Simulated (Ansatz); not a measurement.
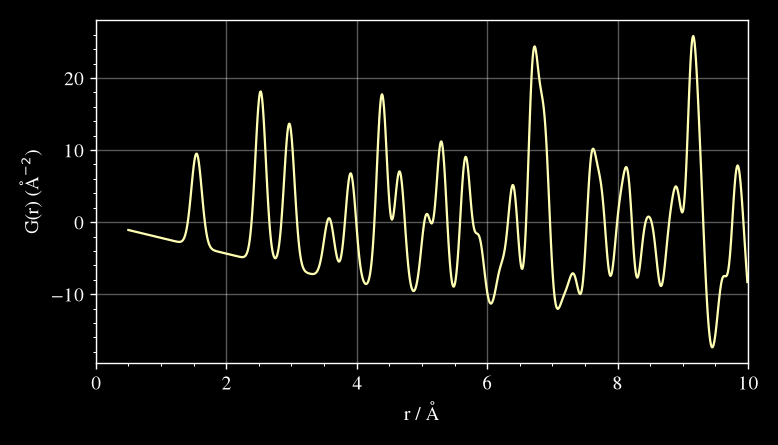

The curve is a calculated X-ray PDF: distances of the static structure, each pair weighted by the product of the atomic numbers (X-ray weights at Q = 0), broadened by Gaussians with σ = 0.08 Å. No termination ripples are included.

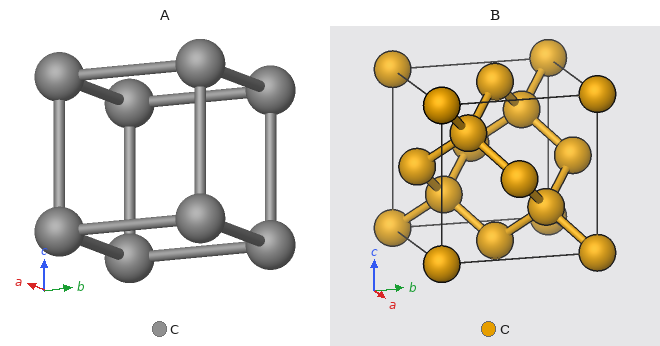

Candidate polymorphs:

A. C, a = 1.778 Å, b = 1.778 Å, c = 1.778 Å, α = 90.00°, β = 90.00°, γ = 90.00°, Pm-3m

B. C, a = 3.584 Å, b = 3.584 Å, c = 3.584 Å, α = 90.00°, β = 90.00°, γ = 90.00°, Fd-3m

Origins: A, the input geometry of an electronic-structure calculation (not necessarily at equilibrium); the starting structure was generated, so it need not be a known form of this composition; B, the geometry relaxed with Ansatz, DFT, revPBE, plane waves (420 eV) with PAW, scalar-relativistic; the starting structure was generated, so it need not be a known form of this composition.

> From which structure was the curve computed?

Candidate B, C, Fd-3m (first clear peaks at 1.55 Å (C–C) and 2.53 Å (C–C)). A would give first clear peaks at 1.78 Å (C–C) and 2.51 Å (C–C).
